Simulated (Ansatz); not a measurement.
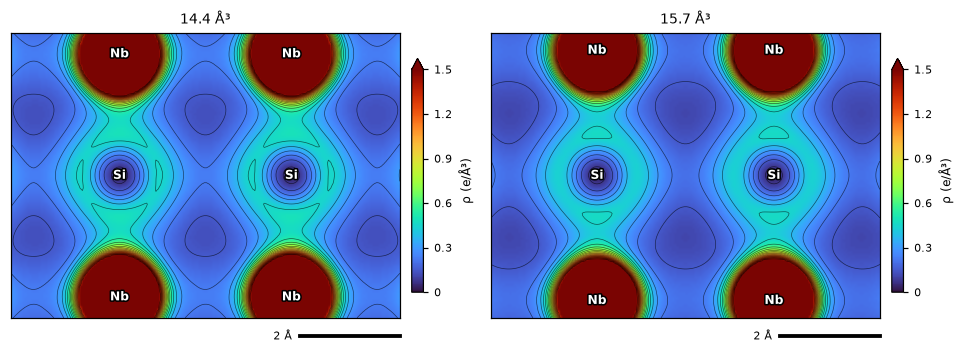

NbSi. The valence pseudo-density of cells scaled evenly to different volumes (given per atom above each panel), on the (11̄0) plane of each (indices in the axes of the cell below), at one length scale and on one colour scale.

A generated structure, not necessarily the stable one.

Computed with Kohn-Sham DFT of a periodic cell, PBEsol, Ansatz PAW in Ansatz.

Core electrons are frozen (PAW), and the valence fields are smoothed inside the atomic spheres.

The largest cell:

```
CELL_PARAMETERS angstrom
0.00000 2.50206 2.50206
2.50206 0.00000 2.50206
2.50206 2.50206 0.00000
ATOMIC_POSITIONS crystal
Nb 0.00000 0.00000 0.00000
Si 0.50000 0.50000 0.50000
```

| volume (Å³/atom) | Nb–Si contact in the plane (Å) | ρ at its midpoint (e/Å³) | pressure (GPa) | 
| --- | --- | --- | --- |
| 14.36 | 2.431 | 0.496 | 30.0 | 
| 14.95 | 2.464 | ? | ? | 
| 15.66 | 2.502 | 0.444 | 10.0 | 

Q: Estimate the missing row, and compare with the calculation.

A: Over the known rows ln ρ falls by 1.56 per Å of Nb–Si distance (the line through the two), which gives 0.471 e/Å³ at 2.464 Å; the calculation gives 0.471 e/Å³. For the pressure, a straight line in volume between the neighbouring rows gives 20.9 GPa; the calculation gives 20.0, lower because pressure rises ever faster on compression.
